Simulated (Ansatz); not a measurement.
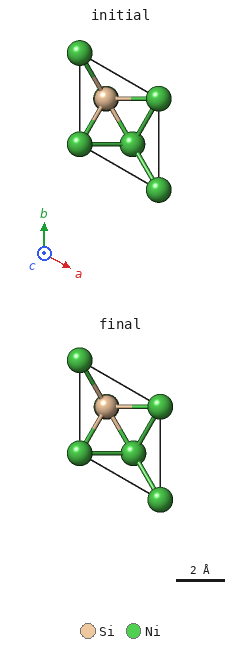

The structure of solid SiNi2 (built on the database_194 type) (coarse preliminary run) before (top) and after (bottom) a relaxation, at one scale.

Style: ball-and-stick. Shown: the cell of the calculation, along the c axis.

Case: structure reported for this formula (P6_3/mmc, No. 194).

Level of theory: DFT PBE, scalar-relativistic, plane waves, PAW (Ansatz). (plane-wave cutoff 420 eV; k-point mesh 6 × 6 × 4; occupations gaussian; smearing width 0.1 eV; no spin polarisation; cell and atoms relaxed; force threshold 0.04 eV/Å; at most 70 steps)

### What changed between the two?

The atoms keep their places relative to the cell (all moves are under 0.005 Å). The drawn cell changes as follows: a = b 3.836 → 3.911 Å (+1.9 %), c 4.948 → 4.992 Å (+0.9 %); the volume changes by +4.9 %. Among the contacts that change: Ni–Si 2.215 → 2.258 Å, Ni–Si 2.537 → 2.580 Å, Ni–Ni 2.537 → 2.580 Å, Ni–Si 2.474 → 2.496 Å. The space group stays P6_3/mmc (No. 194). After 3 accepted moves (4 points after the start) the energy has fallen by 0.108 eV per cell of the calculation. All forces vanish by symmetry, so only the cell relaxes. The pressure goes from 11.16 to 0.00 GPa. At 1 point the geometry stayed and the basis and grid were re-selected for the new cell (energy shift of 1.1 meV per cell of the calculation at most each time). The run took 36 s on 1 thread of Arm Neoverse N1, with other jobs on the host, peak memory 0.36 GiB.
